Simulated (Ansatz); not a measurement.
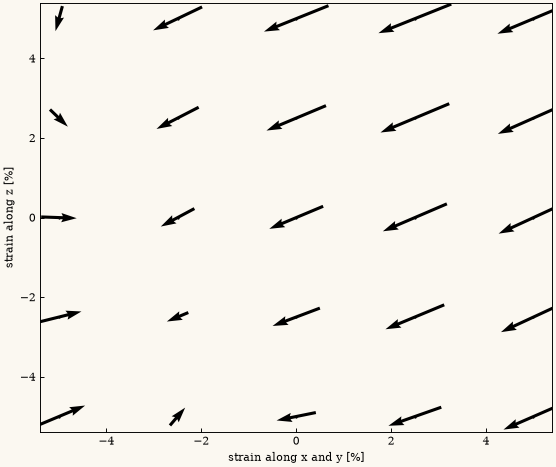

ZnO (Fm-3m, No. 225; 2 atoms in the cell). The cell is strained homogeneously, by one strain along x and y and another along z, with fractional coordinates fixed (x, y and z along the cube axes). Coordinates scanned: (1) strain along x and y; (2) strain along z. The scan uses a 5 × 5 grid. Points are written as (first, second). The reference cell is the one listed in the database, not relaxed at this level. These are results of Ansatz 0.2.0, DFT LDA, scalar-relativistic, plane waves, PAW, not measurements. Settings: cutoff 420 eV, k-mesh 12×12×12, gaussian smearing 0.05 eV, no spin polarisation.

In the figure: dots at the grid points, arrows along the force (downhill), their lengths compressed.

Question: The arrows alone are given. Where is the energy lowest?

Answer: The arrows converge at about (−2.9 %, −2.9 %) (read from the interpolated surface).

The energy map of the same scan:

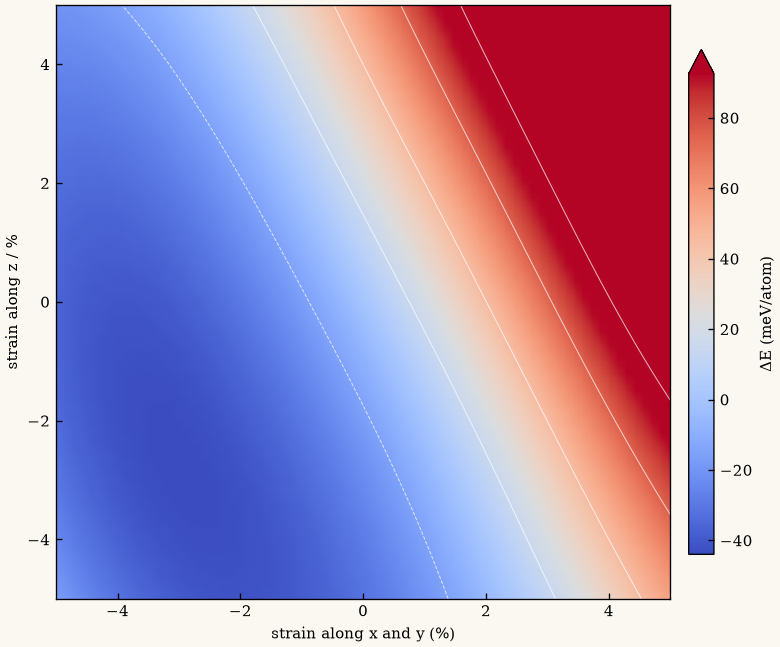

Energies are in meV/atom, from the unstrained cell; between grid points the surface is interpolated.
